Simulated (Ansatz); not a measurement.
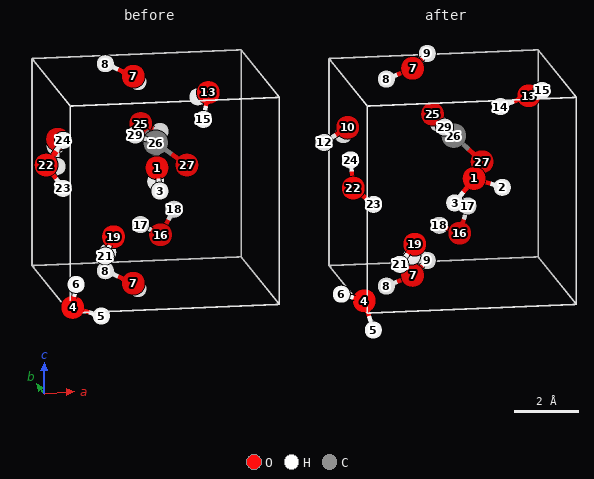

The structure of an amorphous cell of composition H18CO10 before (left) and after (right) a relaxation, at one scale.

A ball-and-stick model of the cell of the calculation (origin shifted), seen slightly off an axis.

The cell holds 8 H2O + 1 HCOOH. The run prepares the start of a later molecular dynamics calculation, from a guessed geometry.

Method: DFT PBE, scalar-relativistic, plane waves, PAW in Ansatz 0.2.0. (plane-wave cutoff 420 eV; k-point mesh 1 × 1 × 1; occupations fermi dirac; smearing width 0.05 eV; no spin polarisation; atoms relaxed in a fixed cell; force threshold 0.3 eV/Å; at most 15 steps)

### Summarise the run.

The relaxation stopped without meeting its thresholds, so the last structure isn't shown to be converged. It used up its limit of 15 steps. The atom that moves furthest is an H atom (1.87 Å along [1 −1 0]). By element the largest moves are H 1.87 Å, O 1.13 Å, C 0.26 Å. The cell stays as it was. Near-neighbour distances that change, for instance: H–O 0.980 → 1.045 Å, C–O 1.350 → 1.301 Å, H–O 0.969 → 1.007 Å, C–O 1.212 → 1.237 Å. Bond angles that change, for instance: C–O–H 106.0° → 114.4°, H–O–H 104.0° → 107.9°, O–C–H 125.5° → 122.1°. Over 14 geometry steps the energy falls by 165 meV per atom. The largest force component goes from 0.76 to 0.73 eV/Å.

Limits of the set-up: the program's low-accuracy preset was used; the periodic images lie only 6.7 Å apart, so the values are limited by the cell's size.
